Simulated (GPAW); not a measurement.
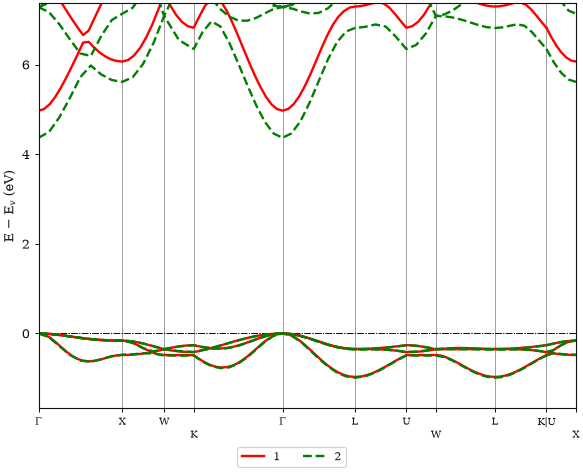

Band structures of rocksalt RbBr, space group Fm-3m (No. 225), 2 atoms in the primitive cell (cubic a = 6.854 Å), by two methods on the same cell. Each is counted from its own valence-band top.

Which curve is which? The methods: PBE, r2SCAN.

Answer. 1 is r2SCAN; 2 is PBE. r2SCAN gives a gap of 4.97 eV along the path and PBE gives a gap of 4.37 eV along the path.

Settings. r2SCAN: GPAW PAW data sets (gpaw-data 1.2.1), no spin polarisation, no spin-orbit coupling, 7×7×7 k mesh, 600 eV cutoff, Fermi-Dirac smearing of 0.05 eV (GPAW). PBE: GPAW PAW data sets (gpaw-data 1.2.1), no spin polarisation, no spin-orbit coupling, 6×6×6 k mesh, Fermi-Dirac smearing of 0.05 eV (GPAW 26.7.0).

Spin-orbit coupling is left out, which matters for Br. LDA, GGA and most meta-GGA functionals understate gaps. r2SCAN: the PAW data sets were made with another functional.
